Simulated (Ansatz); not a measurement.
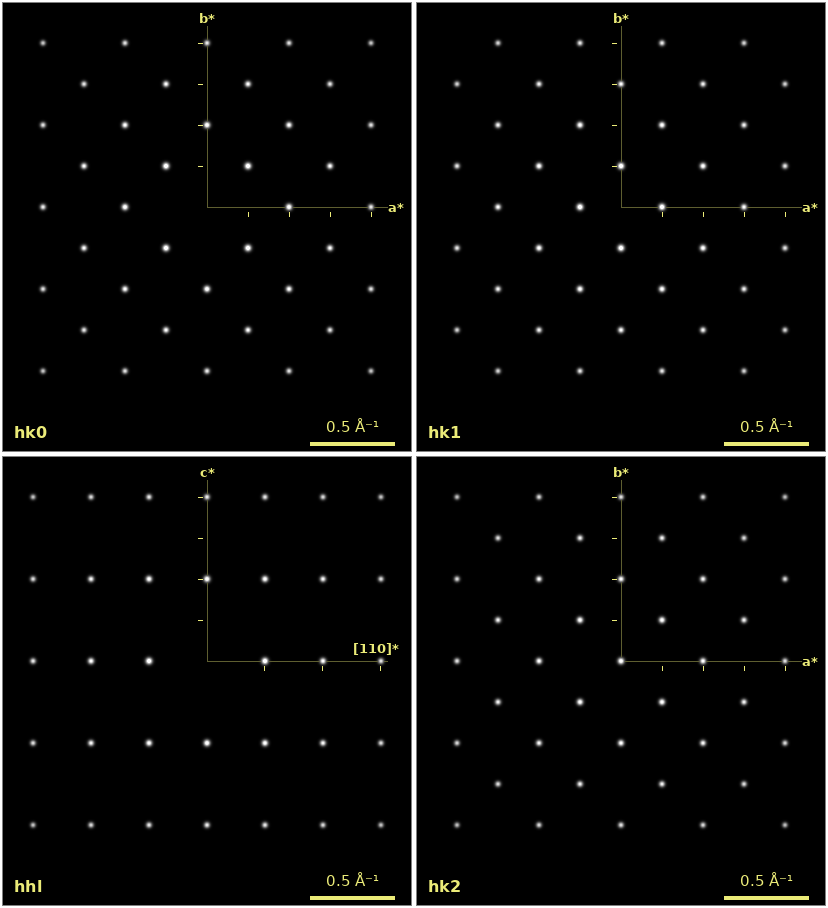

Four undistorted layers of reciprocal space, calculated for a single crystal (X-rays, kinematic |F|², B = 0.5 Å²). Tick marks count the reciprocal lattice steps of the conventional cell along each axis.

What cell do the layers give?

a* = 0.246, b* = 0.246, c* = 0.246 Å⁻¹; the cell is cubic with a = 4.06 Å.

List the systematic absences.

Reflections are present only under these conditions. hkl: h + k + l = 2n; hk0: h + k = 2n; hhl: l = 2n; h00: h = 2n. The lattice is body-centred (I).

Which space groups fit?

The intensities have Laue symmetry m-3m (the hk0 layer shows 4mm, hk1 shows 4mm). With these conditions the candidates are I432 (No. 211), I-43m (No. 217), Im-3m (No. 229). Diffraction geometry alone does not choose among them; the structure has Im-3m. The compound is Pr. Structure: the input geometry of an electronic-structure calculation (not necessarily at equilibrium); the starting structure was generated, so it need not be a known form of this composition.
